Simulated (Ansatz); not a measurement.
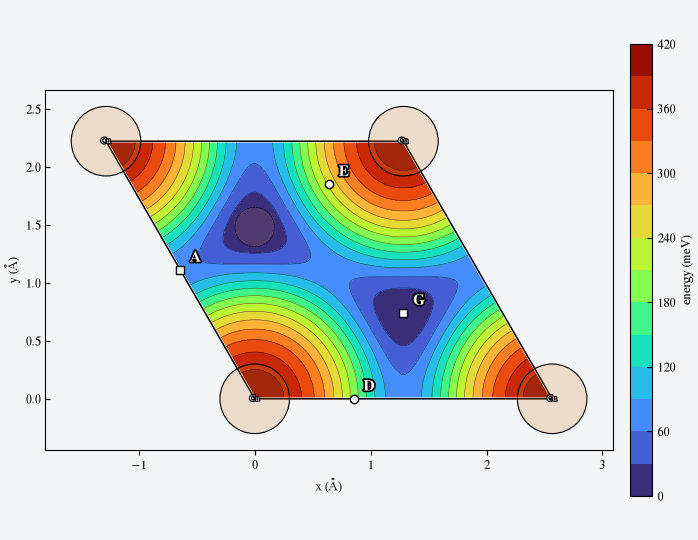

Cl on a Cu(111) slab cut from the Fm-3m phase, its upper half relaxed before the scan (12 atoms of substrate and one adsorbate in a 2 × 2 cell). Cl is moved over the surface cell; relaxed at each place: the height of the adsorbate's atoms; substrate rigid; the origin of the map has the adsorbate above Cu9. Places are given modulo a cell vector. The map is drawn in real space over the plane of the surface. The scan uses a 6 × 6 grid; 10 points were computed and 26 follow by symmetry. Places are given in fractions of the 1 × 1 surface cell. All energies are given in meV relative to the lowest grid point. Theory: Ansatz 0.2.0, DFT PBE, scalar-relativistic, plane waves, PAW. Settings: cutoff 420 eV, k-mesh 6×6×1, gaussian smearing 0.1 eV, no spin polarisation.

The picture shows filled contours, labelled circles for the atoms of the top layer and small ones for the second layer, the outline of one cell of the plane, lettered points. Between grid points the surface is interpolated.

Rank the lettered points by energy, lowest first.

G (3.0 meV), A (68 meV), D (197 meV), E (246 meV).

PAW datasets: the set soft_1.
